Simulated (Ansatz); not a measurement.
# Two runs on Ge

System: Ge (Fd-3m, 6 atoms in the cell).
Method of run A: DFT r2SCAN, scalar-relativistic, plane waves, PAW, no spin polarisation (Ansatz 0.2.0).

The structure derives from an entry of the Crystallography Open Database. Text and figures count atoms from 1; the logs count them from 0 in places.

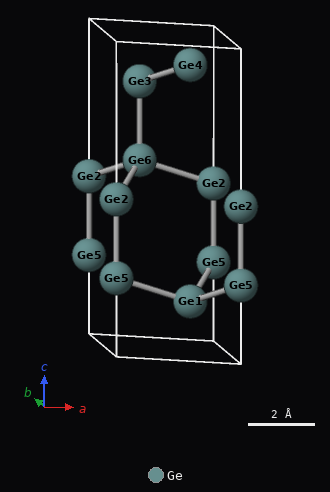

The input geometry (ball-and-stick view of the reduced cell, seen slightly off an axis; atoms are numbered from 1 in the order of the input). An atom can appear more than once, as a periodic image.

## Input file, run A
```yaml
crystal:
  lattice:
    - [2.8375026867, -2.8375026867, 0.0]
    - [2.8375026867, 0.0, -2.8375026867]
    - [5.6750053734, 5.6750053734, 5.6750053734]
  atoms:
    - { symbol: Ge, position: [0.6666666667, 0.6666666667, 0.8333333333] }
    - { symbol: Ge, position: [1.0, 0.0, 0.5] }
    - { symbol: Ge, position: [0.3333333333, 0.3333333333, 0.1666666667] }
    - { symbol: Ge, position: [0.6666666667, 0.6666666667, 0.0833333333] }
    - { symbol: Ge, position: [1.0, 0.0, 0.75] }
    - { symbol: Ge, position: [0.3333333333, 0.3333333333, 0.4166666667] }
basis:
  ecutwfc: 500
kpoints:
  mp_grid: { grid: [10, 10, 4] }
hamiltonian:
  xc: r2scan
scf:
  occupations: { method: gaussian, width: 0.03 }
output:
  forces: true
  stress: true
  eigenvalues: true
```

Command:
```bash
ansatz run input.yaml --threads 2 --pin off --max-ram 5120MiB --backend cpu --events-out ev --progress --plain --runs-dir out
```

Hardware: 2 threads of Arm Neoverse V1, 24 GiB of memory available, shared host.

## Output, shortened to warnings, some set-up lines, iterations and results (run A)
```
Basis set: ecut = 500 eV, 3545 PW (Γ), exchange–correlation on 120×120×288 points (64 copies of the dense FFT grid, shifted against one another)
Symmetry: 36 space group operations
k-points: 50 of 400
Initial density: superposition of atomic densities (neutral atoms: chi_scale 0, normalization atom), corrected by the library's trained network
[...]
SCF iter   1: F=—  HF=-25817.411781 eV  |F-HF|=—  |Δ(HF+E_count)|=         —  Δρ=6.37e-3  dr2=1.75e-2  dr2_τ=1.31e-2  ethr=1.77e-3  ⟨swp⟩=6.5  Hψ=8959  notcnv=0  defer=8
SCF iter   2: F=—  HF=-25817.438492 eV  |F-HF|=—  |Δ(HF+E_count)|=   2.67e-2  Δρ=1.51e-3  dr2=1.20e-3  dr2_τ=6.89e-5  ethr=2.08e-5  ⟨swp⟩=2.4  Hψ=5370  notcnv=0  defer=161
SCF iter   3: F=—  HF=-25817.438652 eV  |F-HF|=—  |Δ(HF+E_count)|=   1.60e-4  Δρ=1.08e-3  dr2=5.13e-4  dr2_τ=5.90e-6  ethr=1.42e-6  ⟨swp⟩=2.0  Hψ=3889  notcnv=0  defer=111
SCF iter   4: F=—  HF=-25817.438753 eV  |F-HF|=—  |Δ(HF+E_count)|=   1.01e-4  Δρ=4.69e-5  dr2=1.42e-6  dr2_τ=7.31e-8  ethr=6.10e-7  ⟨swp⟩=2.0  Hψ=2989  notcnv=0  defer=111
SCF iter   5: F=—  HF=-25817.438722 eV  |F-HF|=—  |Δ(HF+E_count)|=   3.05e-5  Δρ=1.59e-5  dr2=3.24e-7  dr2_τ=4.08e-9  ethr=1.69e-9  ⟨swp⟩=2.0  Hψ=4489  notcnv=0  defer=111
SCF iter   6: F=-25817.438722 eV  HF=-25817.438722 eV  |F-HF|=3.17e-9  |Δ(HF+E_count)|=   1.81e-9  Δρ=2.19e-6  dr2=4.87e-9  dr2_τ=4.66e-11  ethr=1.19e-10  ⟨swp⟩=8.6  Hψ=10128 …
SCF 1 converged in 6 iterations: F = -25817.438722 eV  dr2 = 4.87e-9
SCF converged after 6 iterations
Free energy (F): -25817.438722 eV
Harris-Foulkes:  -25817.438722 eV  (|F-HF|=3.17e-9)
Internal energy: -25817.438722 eV  (E = F + TS)
E sigma→0 (E₀):  -25817.438722 eV
Fermi energy:    8.435890 eV
--- Per-component energies (eV) ---
  E_band       = -961.906118
  E_kinetic    = 665.855378
  E_local      = -14871.360500  (includes V_loc(G=0)·N_el)
  E_nonlocal   = 2519.830309
  E_hartree    = 6530.941118
  E_xc         = -414.554499
  E_vxc        = -407.372895  (∫ρ·V_xc dr)
  E_paw        = -12204.643923  (= ΣΔE_a)
  E_vpaw       = -1953.634670  (= ΣTr[D̂ρ^β])
  E_aug_tail   = 0.000111  (compensation charges beyond the density's cutoff)
  E_vtau       = 22.887422  (kinetic-family band-sum trace: ∫τ·v_τ [+ j·A + Jᵃ·Aᵃ] dr)
  E_ewald      = -8036.992121
  E_core_change = -6.514595  (= ΣΔE_core)
  E_smearing   = -0.000000  (= −TS)
  E_closure    = 0.000000  (closes the sum)
  Σ components = -25817.438722   (vs F -25817.438722, Δ=0.00e0)
--- Forces (eV/Å), atoms counted from 1 ---
  atom   1  Ge    -0.00112070    -0.00112070    -0.00112070
  atom   2  Ge    -0.00112070    -0.00112070    -0.00112070
  atom   3  Ge    -0.00112070    -0.00112070    -0.00112070
  atom   4  Ge     0.00112070     0.00112070     0.00112070
  atom   5  Ge     0.00112070     0.00112070     0.00112070
  atom   6  Ge     0.00112070     0.00112070     0.00112070
  max |Σ_I F_I| component: 3.69e-17 eV/Å
--- Stress (GPa, compression-positive) ---
       -0.002789      -0.003451      -0.003451
       -0.003451      -0.002789      -0.003451
       -0.003451      -0.003451      -0.002789
  P = ⅓ Tr σ = -0.0028 GPa (-0.028 kbar)
```

For run B the input was changed thus:
```diff
+  dispersion: d4
+  mixing: { algorithm: anderson, beta: 0.7 }
```

What does this change do to the results?

The total energies belong to different models, so their difference says nothing on which is more stable or more accurate. The pressure goes from 0.00 to −0.70 GPa. The dispersion correction adds attraction between all atoms, which pulls the cell inwards and lowers the pressure. The number of SCF iterations is the same.

## Output, shortened to warnings, some set-up lines, iterations and results (run B)
```
Basis set: ecut = 500 eV, 3545 PW (Γ), exchange–correlation on 120×120×288 points (64 copies of the dense FFT grid, shifted against one another)
Symmetry: 36 space group operations
k-points: 50 of 400
Initial density: superposition of atomic densities (neutral atoms: chi_scale 0, normalization atom), corrected by the library's trained network
[...]
SCF iter   1: F=—  HF=-25818.079358 eV  |F-HF|=—  |Δ(HF+E_count)|=         —  Δρ=6.37e-3  dr2=1.75e-2  dr2_τ=1.31e-2  ethr=1.77e-3  ⟨swp⟩=6.5  Hψ=8959  notcnv=0  defer=8
SCF iter   2: F=—  HF=-25818.112637 eV  |F-HF|=—  |Δ(HF+E_count)|=   3.33e-2  Δρ=1.55e-3  dr2=2.96e-3  dr2_τ=1.34e-4  ethr=2.08e-5  ⟨swp⟩=2.5  Hψ=5399  notcnv=0  defer=161  …
SCF iter   3: F=—  HF=-25818.106589 eV  |F-HF|=—  |Δ(HF+E_count)|=   6.05e-3  Δρ=9.63e-4  dr2=3.72e-4  dr2_τ=1.52e-5  ethr=3.53e-6  ⟨swp⟩=2.0  Hψ=4778  notcnv=0  defer=111  …
SCF iter   4: F=—  HF=-25818.106316 eV  |F-HF|=—  |Δ(HF+E_count)|=   2.73e-4  Δρ=2.41e-4  dr2=3.12e-5  dr2_τ=3.25e-7  ethr=4.43e-7  ⟨swp⟩=2.0  Hψ=4424  notcnv=0  defer=111  …
SCF iter   5: F=—  HF=-25818.106299 eV  |F-HF|=—  |Δ(HF+E_count)|=   1.64e-5  Δρ=3.45e-5  dr2=6.50e-7  dr2_τ=1.92e-8  ethr=3.71e-8  ⟨swp⟩=2.8  Hψ=4186  notcnv=0  defer=111  …
SCF iter   6: F=-25818.106299 eV  HF=-25818.106299 eV  |F-HF|=9.52e-9  |Δ(HF+E_count)|=   1.71e-7  Δρ=2.69e-6  dr2=3.98e-9  dr2_τ=2.52e-10  ethr=1.19e-10  ⟨swp⟩=8.6  Hψ=10921 …
SCF 1 converged in 6 iterations: F = -25818.106299 eV  dr2 = 3.98e-9
SCF converged after 6 iterations
Stability not checked: this state was not tested for a lower state beside it, because the mixer in use, unlike msr1, does not test its closes by its own steps (another_mixer; see scf.mixing.algorithm and scf.lower_state_search)
Free energy (F): -25818.106299 eV
Harris-Foulkes:  -25818.106299 eV  (|F-HF|=9.52e-9)
Internal energy: -25818.106299 eV  (E = F + TS)
E sigma→0 (E₀):  -25818.106299 eV
Fermi energy:    8.435866 eV
--- Per-component energies (eV) ---
  E_band       = -961.910874
  E_kinetic    = 665.854915
  E_local      = -14871.365209  (includes V_loc(G=0)·N_el)
  E_nonlocal   = 2519.829020
  E_hartree    = 6530.945165
  E_xc         = -414.554452
  E_vxc        = -407.372806  (∫ρ·V_xc dr)
  E_paw        = -12204.641555  (= ΣΔE_a)
  E_vpaw       = -1953.634705  (= ΣTr[D̂ρ^β])
  E_aug_tail   = 0.000111  (compensation charges beyond the density's cutoff)
  E_vtau       = 22.887409  (kinetic-family band-sum trace: ∫τ·v_τ [+ j·A + Jᵃ·Aᵃ] dr)
  E_ewald      = -8036.992121
  E_disp       = -0.667577  (pairwise vdW)
  E_core_change = -6.514595  (= ΣΔE_core)
  E_smearing   = -0.000000  (= −TS)
  E_closure    = 0.000000  (closes the sum)
  Σ components = -25818.106299   (vs F -25818.106299, Δ=0.00e0)
--- Forces (eV/Å), atoms counted from 1 ---
  atom   1  Ge    -0.00112100    -0.00112100    -0.00112100
  atom   2  Ge    -0.00112100    -0.00112100    -0.00112100
  atom   3  Ge    -0.00112100    -0.00112100    -0.00112100
  atom   4  Ge     0.00112100     0.00112100     0.00112100
  atom   5  Ge     0.00112100     0.00112100     0.00112100
  atom   6  Ge     0.00112100     0.00112100     0.00112100
  max |Σ_I F_I| component: 4.94e-17 eV/Å
--- Stress (GPa, compression-positive) ---
       -0.702983      -0.003451      -0.003451
       -0.003451      -0.702983      -0.003451
       -0.003451      -0.003451      -0.702983
  P = ⅓ Tr σ = -0.7030 GPa (-7.030 kbar)
```

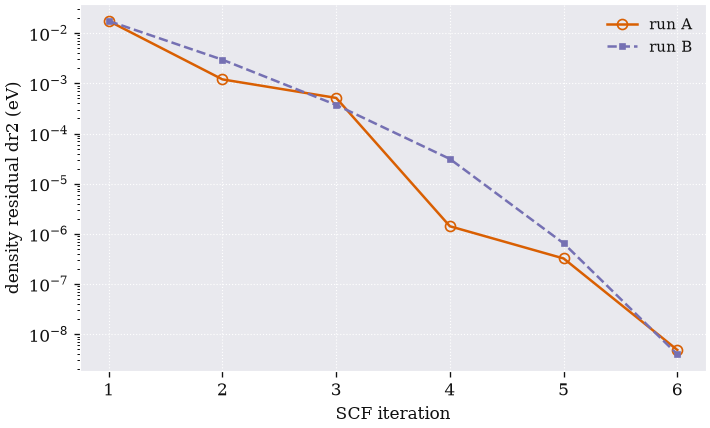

Convergence of the two runs: density residual dr2 against the SCF iteration. Run A takes 6 iterations in all, and run B takes 6.

## The two runs side by side

| quantity | run A | run B |
| --- | --- | --- |
| outcome | converged | converged |
| free energy per atom (eV) | −4302.9065 | −4303.0177 |
| gap on the mesh (eV) | 0.35 | 0.35 |
| pressure (GPa) | 0.00 | −0.70 |
| largest force (eV/Å) | 0.002 | 0.002 |
| SCF iterations | 6 | 6 |
| irreducible k-points | 50 | 50 |
| plane waves at Γ | 3545 | 3545 |
| wall time (shared host) | 26 s | 27 s |
